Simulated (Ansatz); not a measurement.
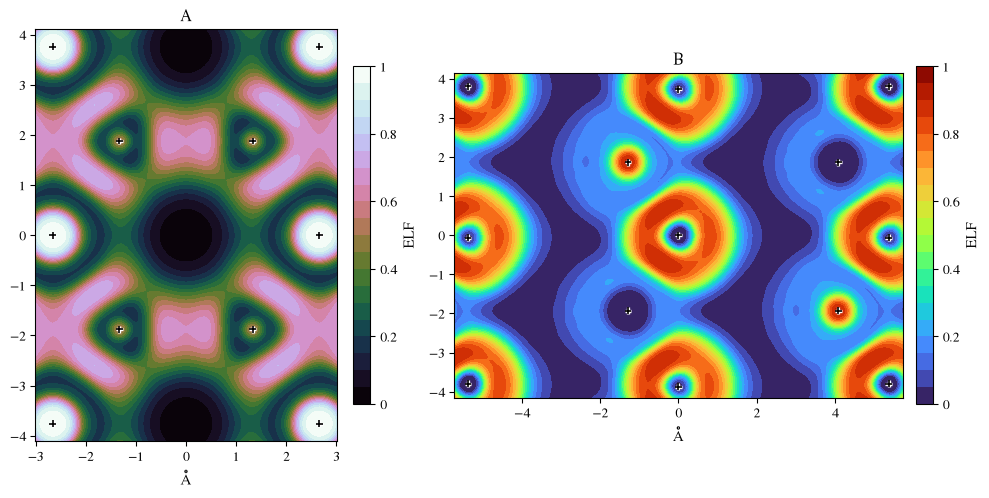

The ELF of 2 systems, each on a plane through atoms (crosses mark nuclei in the plane).

Theory: Ansatz 0.2.0, DFT PBEsol, scalar-relativistic, plane waves, PAW.

System 1: CoSi₂, the (011) plane of the conventional cell. Space group Fm-3m; computed without spin polarisation.

System 2: ZnCu₂SnS₄, the (110) plane of the conventional cell. Space group I-4; computed without spin polarisation.

```
Zn Cu Sn S
1.0
     5.37391    0.00000    0.00000
     0.00000    5.37391    0.00000
     0.00000    0.00000   10.75423
Zn Cu Sn S
2 4 2 8
Direct
  0.50000 0.00000 0.25000
  0.00000 0.50000 0.75000
  0.00000 0.00000 0.00000
  0.50000 0.50000 0.50000
  0.00000 0.50000 0.25000
  0.50000 0.00000 0.75000
  0.00000 0.00000 0.50000
  0.50000 0.50000 0.00000
  0.76860 0.24048 0.12991
  0.26860 0.74048 0.62991
  0.24048 0.23140 0.87009
  0.74048 0.73140 0.37009
  0.23140 0.75952 0.12991
  0.73140 0.25952 0.62991
  0.25952 0.26860 0.37009
  0.75952 0.76860 0.87009
```

Which map belongs to which system?

Panel A is system 1, CoSi₂: the plane holds Co and Si. Co–Si (2.30 Å): the ELF peaks at about 0.75 in the valence shell of Si, 0.9 Å from its nucleus, and is about 0.50 at the midpoint. Panel B is system 2, ZnCu₂SnS₄: the plane holds Zn, Cu and S. Cu–S (2.27 Å): the ELF peaks at about 0.90 in the valence shell of S, 0.8 Å from its nucleus, and is about 0.45 at the midpoint.
